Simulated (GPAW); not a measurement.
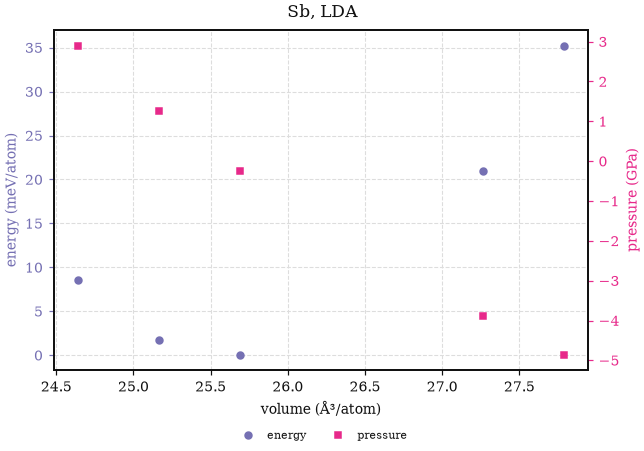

The figure shows the energy and pressure against volume for Sb, space group Im-3m (No. 229).

Cell as given: a = 3.241 Å, b = 3.241 Å, c = 3.241 Å, α = 109.47°, β = 109.47°, γ = 109.47°; 1 atom.

Computed with GPAW 26.7.0: PAW DFT in plane waves, on a grid or in atomic orbitals, no spin polarisation; energies at scaled volumes of the given cell, shape and fractions fixed, counted from the fit's minimum, third-order Birch-Murnaghan fit. Level: LDA.

k mesh 10×10×10; occupations Fermi–Dirac; smearing width 0.05 eV; potentials GPAW PAW data sets (gpaw data 1.2.1); wave cutoff 600 eV; program settings basis pw.

The points at volume 26.21 Å³/atom and 26.74 Å³/atom are left out of the plot. What values does the calculation give there?

```json
{"volume (Å³/atom)": "26.21", "energy (meV/atom)": "2.99", "pressure (GPa)": "-1.59"}
{"volume (Å³/atom)": "26.74", "energy (meV/atom)": "10.12", "pressure (GPa)": "-2.80"}
```
